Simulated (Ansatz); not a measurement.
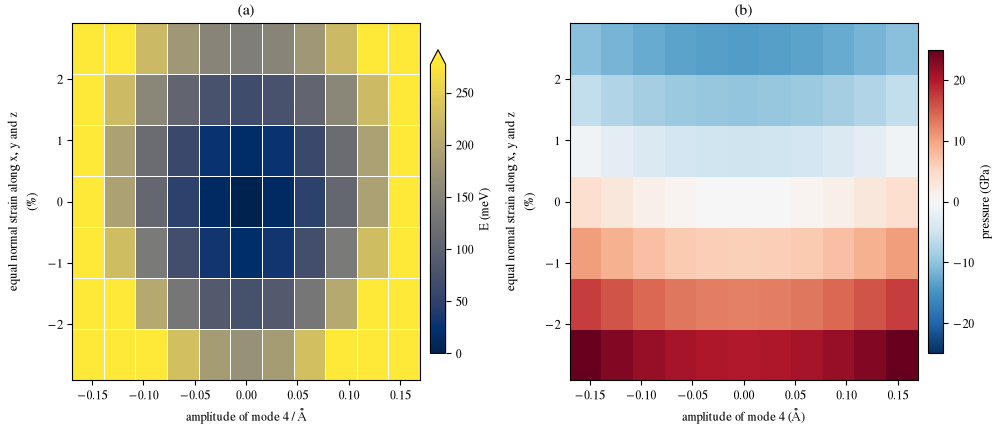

Si2Mo (I4/mmm, No. 139; 3 atoms in the cell). 
- The energy is mapped over a normal mode and a strain (zone-centre modes of the 3-atom cell of this scan) (x along [1 0 0], y along [0 1 0], z along [0 0 1] of the conventional cell).
- First axis: amplitude of mode 4 (278 cm⁻¹), largest displacement in the unstrained cell. Second axis: equal normal strain along x, y and z.
- Nothing is relaxed (the pattern is fixed in fractional coordinates).
- Grid: 11 × 7 points; 42 points were computed and 35 follow by symmetry.
- Points are written as (first, second).
- All energies are given in meV per cell relative to the lowest grid point.
- The calculation used DFT PBEsol, scalar-relativistic, plane waves, PAW (Ansatz). Settings: cutoff 420 eV, k-mesh 18×18×18, gaussian smearing 0.15 eV, no spin polarisation.

Panel (a) is the energy and panel (b) the computed pressure on the same grid.

In the figure: one coloured cell a grid point, one colour for all values above the top of the scale.

**How does the pressure vary over the map, and what is it at the lowest grid point?**

It runs from −14.0 GPa at (0.000 Å, 2.50 %) to 25.0 GPa at (−0.154 Å, −2.50 %). At the lowest grid point, (0.000 Å, 0.00 %), it is 0.0 GPa.

PAW datasets: the set soft_1.
